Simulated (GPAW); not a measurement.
**Dielectric function and optical constants of BP**

Wanted: where BP starts to absorb, how strongly, and its refractive index.

Program: GPAW 26.7.0. Level of theory: DFT, PBE, plane-wave PAW (GPAW data sets), scalar-relativistic, RPA, optical limit. Results are calculated unless marked as measured.

## (1) Set-up

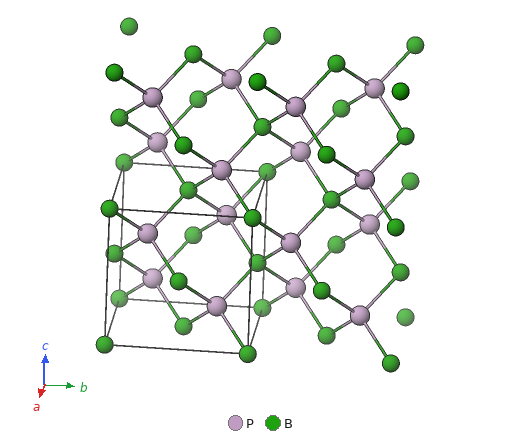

The starting structure, seen slightly off an axis (phosphorus pink, boron green). 1×2×2 cells are drawn. This picture shows the conventional cell, with its axes. Bonds to atoms that aren't drawn are left out. Some periodic images of atoms are drawn too.

As a file:

```
P B
1.0
     0.00000    2.26900    2.26900
     2.26900    0.00000    2.26900
     2.26900    2.26900    0.00000
P B
1 1
Direct
  0.75000 0.75000 0.75000
  0.00000 0.00000 0.00000
```

## (2) Bands for the response

The response needs many more empty bands than the density does.

This step: DFT, PBE, plane-wave PAW (GPAW data sets), scalar-relativistic, bands at fixed density (GPAW 26.7.0).

Contents of nscf.py:

```python
from ase.dft.bandgap import bandgap
from gpaw import GPAW, FermiDirac

calc = GPAW('gs.gpw').fixed_density(kpts={'size': (15, 15, 15), 'gamma': True}, nbands=26, convergence={'bands': 20},
                                    occupations=FermiDirac(0.001), txt='nscf.txt')
print('gap (eV)', bandgap(calc, output=None)[0])
print('direct gap (eV)', bandgap(calc, direct=True, output=None)[0])
print('top band over the Fermi level (eV)', min(calc.get_eigenvalues(kpt=k)[19] for k in range(len(calc.get_ibz_k_points()))) - calc.get_fermi_level())
calc.write('full.gpw', mode='all')
```

Run with:

```console
> OMP_NUM_THREADS=1 python nscf.py
```

Numbers of over 12 decimals in the logs are rounded to 6 here.

The program printed:

```text
Diagonalizing LCAO Hamiltonian
Converting LCAO to pw mode
convergence criteria:
- Maximum integral of absolute [eigenst]ate change: 4e-08 eV^2 / valence electron
maximum number of iterations: 150

SCF iterations
|iter     |      energy | eigst |  dens |
|iter:   1||             | +3.27 |       |
|iter:   2||             | +1.53 |       |
|iter:   3||             | -0.81 |       |
|iter:   4||             | -2.55 |       |
|iter:   5||             | -4.48 |       |
|iter:   6||             | -6.08 |       |
|iter:   7||             | -7.22 |       |
|iter:   8||             | -8.23c|       |
SCF steps: 8
  __  _  _
 | _ |_)|_||  |
 |__||  | ||/\| - 26.7.0

Versions:
  Python: 3.12.14
  ASE:    3.29.0
  Numpy:  2.5.5
  Scipy:  1.18.1
  Libxc:  7.0.0

Input parameters:
  mode=PW(ecut=550.0),
  convergence={'bands': 20},
  gpts=array([18, 18, 18]),
  kpts=MonkhorstPack(size=(15, 15, 15), gamma=True),
  maxiter=150,
  nbands=26,
  occupations=Occupations(name='fermi-dirac', width=0.001, fixmagmom=False),
  parallel={},
  xc=XC(name='PBE')

--- standard output ---
gap (eV) 1.245286
direct gap (eV) 3.405526
top band over the Fermi level (eV) 30.105842
```

The job ended after 32 s (1 thread of Arm Neoverse V2, shared host; peak memory 0.18 GiB).

Numbers from this step:

| Item | Value |
| --- | --- |
| gap on the k-mesh | 1.245 eV |
| direct gap on the mesh | 3.406 eV |

## (3) Dielectric function, RPA

Transitions between filled and empty bands, summed over the zone, give the optical response, so mesh, band count and broadening shape it.

The induced potential is part of this response.

This step: DFT, PBE, plane-wave PAW (GPAW data sets), scalar-relativistic, RPA, optical limit (GPAW 26.7.0).

Contents of df.py:

```python
from gpaw.response.df import DielectricFunction

df = DielectricFunction('full.gpw', frequencies={'type': 'nonlinear', 'domega0': 0.03, 'omega2': 8},
                        ecut=70,
                        eta=0.12,
                        nbands=20,
                        txt='df.txt')
for direction in ['x']:
    df.get_dielectric_function(xc='RPA', direction=direction, filename=f'df_{direction}.csv')
```

Run with:

```console
> OMP_NUM_THREADS=1 python df.py
```

The program printed:

```text
Using integrator: PointIntegrator
NonLinearFrequencyDescriptor(from 0.000 to 52.646 eV, 472 points)
Nonperiodic BCs:  [False False False]
Using integrator: PointIntegrator
NonLinearFrequencyDescriptor(from 0.000 to 52.646 eV, 472 points)
Nonperiodic BCs:  [False False False]

Calculating chi0 body with:
    Ground state adapter containing:
    Number of spins: 1
    Number of kpoints: 3375
    Number of irreducible kpoints: 120
    Number of completely occupied states: 4
    Number of partially occupied states: 4

    Linear response parametrization:
    q_c: [0.0, 0.0, 0.0]
    Number of frequency points: 472
    Planewave cutoff: 70.0
    Number of bands: 20
    Number of planewaves: 27
    Broadening (eta): 0.12

Integrating chi0 body.

Symmetries of q_c:
    Direct symmetries (Uq -> q): 24
    Indirect symmetries (TUq -> q): 24
In total 48 allowed symmetries.

120 groups of equivalent kpoints. 96.444444% reduction.

Integral kind: spectral function

Calculating chi0 optical extensions with:
    Ground state adapter containing:
    Number of spins: 1
    Number of kpoints: 3375
    Number of irreducible kpoints: 120
    Number of completely occupied states: 4
    Number of partially occupied states: 4

    Linear response parametrization:
    Number of frequency points: 472
    Planewave cutoff: 70.0
    Number of bands: 20
    Number of planewaves: 27
    Broadening (eta): 0.12
Integrating chi0 head and wings.

Symmetries of q_c:
    Direct symmetries (Uq -> q): 24
    Indirect symmetries (TUq -> q): 24
In total 48 allowed symmetries.

120 groups of equivalent kpoints. 96.444444% reduction.

Integral kind: spectral function wings
```

Run time: 4.6 s. Hardware: 1 thread; peak memory 0.21 GiB.

Read-outs, printed or worked out from the files:

* electronic dielectric constant ε∞, mean over x, y and z (by symmetry where fewer were run): 8.816
* main peak of Im epsilon, first axis: 5.794 eV

The Im ε, E ∥ x has structure finer than the step of the table below, so its rows give means over 0.5 eV, whole bins alone (the curve runs from 0 to 14.0 eV). Peaks (eV: height): 5.82: 30.4, 6.44: 30.0.

Values under the direct gap are tails of Lorentzian lines. The Im ε, E ∥ x by photon energy; means over each step:

| photon energy (eV) | Im ε, E ∥ x |
| --- | --- |
| 0.5 | 0.0273 |
| 1.0 | 0.0579 |
| 1.5 | 0.0960 |
| 2.0 | 0.150 |
| 2.5 | 0.242 |
| 3.0 | 0.481 |
| 3.5 | 2.17 |
| 4.0 | 4.23 |
| 4.5 | 6.86 |
| 5.0 | 10.3 |
| 5.5 | 20.3 |
| 6.0 | 23.7 |
| 6.5 | 23.3 |
| 7.0 | 11.8 |
| 7.5 | 7.26 |
| 8.0 | 7.29 |
| 8.5 | 7.65 |
| 9.0 | 5.23 |
| 9.5 | 3.26 |
| 10.0 | 2.67 |
| 10.5 | 2.98 |
| 11.0 | 2.84 |
| 11.5 | 2.25 |
| 12.0 | 1.51 |
| 12.5 | 1.56 |
| 13.0 | 1.47 |
| 13.5 | 1.32 |

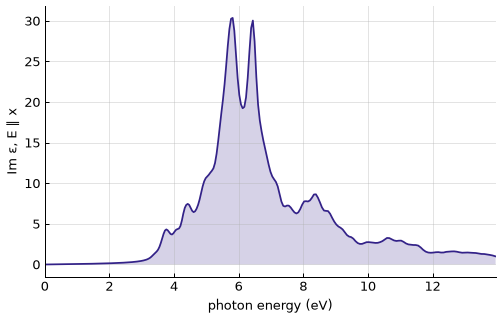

Im ε, E ∥ x, plotted against photon energy.

Re ε, E ∥ x against photon energy:

| photon energy (eV) | Re ε, E ∥ x |
| --- | --- |
| 0 | 8.82 |
| 1 | 9.05 |
| 2 | 9.86 |
| 3 | 12.0 |
| 4 | 14.7 |
| 5 | 17.0 |
| 6 | 0.443 |
| 7 | -8.38 |
| 8 | -2.65 |
| 9 | -5.46 |
| 10 | -2.94 |
| 11 | -2.65 |
| 12 | -2.14 |
| 13 | -1.61 |

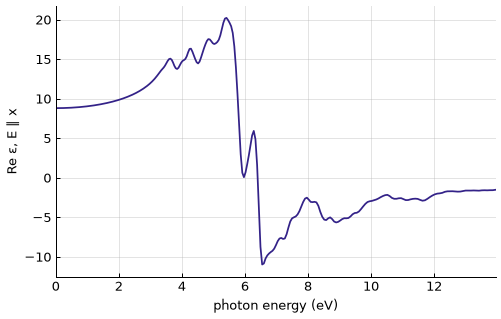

Re ε, E ∥ x, plotted against photon energy.

The Im ε, E ∥ x has structure finer than the step of the table below, so its rows give means over 1 eV, whole bins alone (the curve runs from 0 to 14.0 eV). Peaks (eV: height): without local fields 5.8: 34.6, 6.4: 32.0; with local fields 5.8: 30.4, 6.4: 30.0.

Values under the direct gap are tails of Lorentzian lines. Table of Im ε, E ∥ x by photon energy; means over each step:

| photon energy (eV) | without local fields | with local fields |
| --- | --- | --- |
| 1 | 0.0652 | 0.0588 |
| 2 | 0.172 | 0.155 |
| 3 | 0.692 | 0.624 |
| 4 | 5.16 | 4.62 |
| 5 | 12.6 | 10.8 |
| 6 | 27.9 | 24.8 |
| 7 | 12.5 | 12.7 |
| 8 | 7.74 | 7.46 |
| 9 | 5.01 | 5.26 |
| 10 | 2.77 | 2.75 |
| 11 | 2.68 | 2.82 |
| 12 | 1.57 | 1.65 |
| 13 | 1.40 | 1.48 |

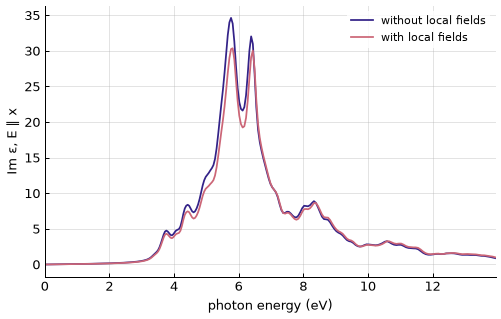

Im ε, E ∥ x, plotted against photon energy.

The reflectivity at normal incidence, E ∥ x has structure finer than the step of the table below, so its rows give means over 1 eV, whole bins alone (the curve runs from 0 to 14.0 eV). Peaks (eV: height): 5.9: 57.9, 6.5: 66.2, 9.6: 64.5, 11.8: 62.8.

The reflectivity at normal incidence, E ∥ x by photon energy; means over each step:

| photon energy (eV) | reflectivity at normal incidence, E ∥ x (%) |
| --- | --- |
| 1 | 25.1 |
| 2 | 26.8 |
| 3 | 30.7 |
| 4 | 36.1 |
| 5 | 42.2 |
| 6 | 54.8 |
| 7 | 63.2 |
| 8 | 51.0 |
| 9 | 60.7 |
| 10 | 55.8 |
| 11 | 51.3 |
| 12 | 56.8 |
| 13 | 50.4 |

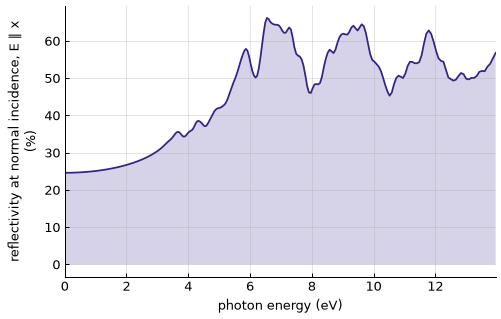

Reflectivity at normal incidence, E ∥ x against photon energy.

The loss function −Im 1/ε at q → 0, E ∥ x has structure finer than the step of the table below, so its rows give means over 0.5 eV, whole bins alone (the curve runs from 0 to 14.0 eV). Peaks (eV: height): 7.91: 0.128, 10.45: 0.220, 13.60: 0.312.

Values under the direct gap are tails of Lorentzian lines. Table of loss function −Im 1/ε at q → 0, E ∥ x by energy loss; means over each step:

| energy loss (eV) | loss function −Im 1/ε at q → 0, E ∥ x |
| --- | --- |
| 0.5 | 3.5e-4 |
| 1.0 | 7.0e-4 |
| 1.5 | 0.00109 |
| 2.0 | 0.00153 |
| 2.5 | 0.00211 |
| 3.0 | 0.00326 |
| 3.5 | 0.00996 |
| 4.0 | 0.0180 |
| 4.5 | 0.0239 |
| 5.0 | 0.0251 |
| 5.5 | 0.0255 |
| 6.0 | 0.0423 |
| 6.5 | 0.0382 |
| 7.0 | 0.0565 |
| 7.5 | 0.0886 |
| 8.0 | 0.117 |
| 8.5 | 0.0943 |
| 9.0 | 0.0928 |
| 9.5 | 0.107 |
| 10.0 | 0.167 |
| 10.5 | 0.205 |
| 11.0 | 0.185 |
| 11.5 | 0.178 |
| 12.0 | 0.213 |
| 12.5 | 0.285 |
| 13.0 | 0.301 |
| 13.5 | 0.308 |

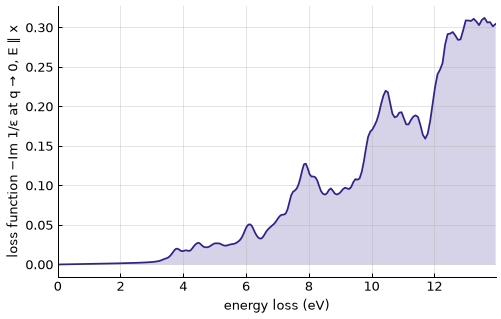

Loss function −Im 1/ε at q → 0, E ∥ x, plotted against energy loss.

At chosen wavelengths:

| wavelength (nm) | n | k | R (%) | 1/α |
| --- | --- | --- | --- | --- |
| 1550 | 2.99 | 0.007 | 24.9 | 16 µm |
| 1064 | 3.02 | 0.011 | 25.3 | 7.4 µm |
| 800 | 3.07 | 0.016 | 25.8 | 3.9 µm |
| 633 | 3.13 | 0.023 | 26.6 | 2.2 µm |
| 450 | 3.35 | 0.047 | 29.2 | 759 nm |
| 365 | 3.72 | 0.181 | 33.3 | 161 nm |
| 193 | 3.74 | 3.990 | 61.1 | 3.8 nm |

Below the direct gap, k and the depth come from the tails of the Lorentzian lines, not from transitions.

Rows near the edge hang on the gap, which this functional as a rule makes too small, and phonon-assisted absorption is left out.

## (4) Outcome

- electronic dielectric constant ε∞, mean over x, y and z (by symmetry where fewer were run) (RPA): 8.82
- main peak of Im epsilon, first axis: 5.79 eV

**Reading.** At this level (PBE, RPA) BP has ε∞ = 8.82 and n = 2.99 at 1550 nm, and Im ε peaks at 5.8 eV. On the mesh the gap is 1.25 eV and the least direct gap 3.41 eV, so on this mesh the band edges lie at different points. Local fields change the static value along x from 9.42 to 8.82 (-6 %). Distinct maxima of Im ε, read by a parabola through the highest points, lie at 5.79 eV (31), 6.43 eV (30) and 8.36 eV (8.7). Excitons and phonon-assisted transitions are missing; PBE gaps are as a rule too small, which pulls the onset down and ε∞ up. The sum runs over mesh points, so small or evenly spaced maxima can still be ripples of the mesh.

[Machine, clock and banner lines and Python warnings are left out of the logs.]

[Logs are printed without paths, hosts, clocks, repeated set-up lines and the standing remarks that a program may print on its own settings, such as how far it seeks lower states.]

[Hosts, paths, dates, database ids (printed as entryN), source tags and the programs' standing remarks are cut or masked in the printed files.]
